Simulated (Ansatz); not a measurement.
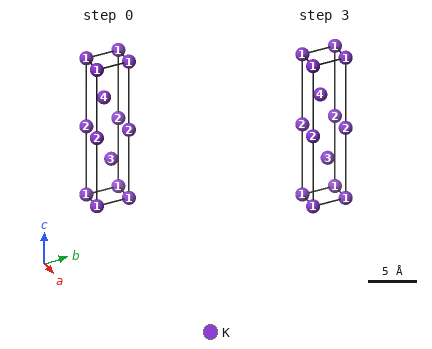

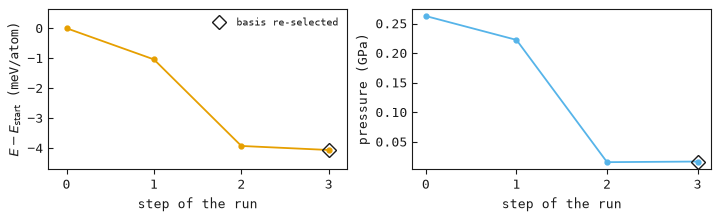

First and last geometry of a relaxation of a crystal of K (a generated structure, set up in P6_3/mmc), with the history of the run. The picture is a ball-and-stick view of the cell of the calculation, seen slightly off an axis.

Case: Ag → K on all its sites, cell and atoms relaxed.

Theory: DFT r2SCAN, scalar-relativistic, plane waves, PAW (Ansatz).

The input:
```yaml
crystal:
  lattice:
    - [4.6993501433, -1.0e-10, 0.0]
    - [-2.3496750716, 4.0697566054, 0.0]
    - [0.0, 0.0, 15.0127720024]
  atoms:
    - { symbol: K, position: [0.0, 0.0, 0.0] }
    - { symbol: K, position: [0.0, 0.0, 0.5] }
    - { symbol: K, position: [0.3333333333, 0.6666666667, 0.25] }
    - { symbol: K, position: [0.6666666667, 0.3333333333, 0.75] }
basis:
  ecutwfc: 500
kpoints:
  mp_grid: { grid: [12, 12, 4] }
hamiltonian:
  xc: r2scan
scf:
  occupations: { method: gaussian, width: 0.1 }
output:
  forces: true
  stress: true
  eigenvalues: true
relax:
  adjacent_minimum: "off"
  f_tol: 0.01
  max_steps: 60
  cell: { stress_tol: 0.1 }
```

Run as
```bash
ansatz run input.yaml --threads 1 --pin off --max-ram 2560MiB --backend cpu --events-out ev --progress --plain --runs-dir out
```

Read the history and describe the run.

Answer. It converged. The atoms keep their places relative to the cell (all moves are under 0.005 Å). The volume changes by +6.5 %, with a = b 4.699 → 4.780 Å (+1.7 %), c 15.013 → 15.448 Å (+2.9 %). The space group stays P6_3/mmc (No. 194). After 2 accepted moves (3 points after the start) the energy has fallen by 4.1 meV per atom. All forces vanish by symmetry, so only the cell relaxes. Pressure: 0.26 GPa at the start and 0.02 GPa at the end. The SCF was repeated once at an unchanged geometry on a basis and grid sized afresh for the cell, which shifted the energy by 0.1 meV per atom at most. The run took 3.5 min on 1 thread of Intel(R) Xeon(R) Platinum 8259CL CPU @ 2.50GHz (Skylake/Cascade Lake), on a shared host, peak memory 1.3 GiB.
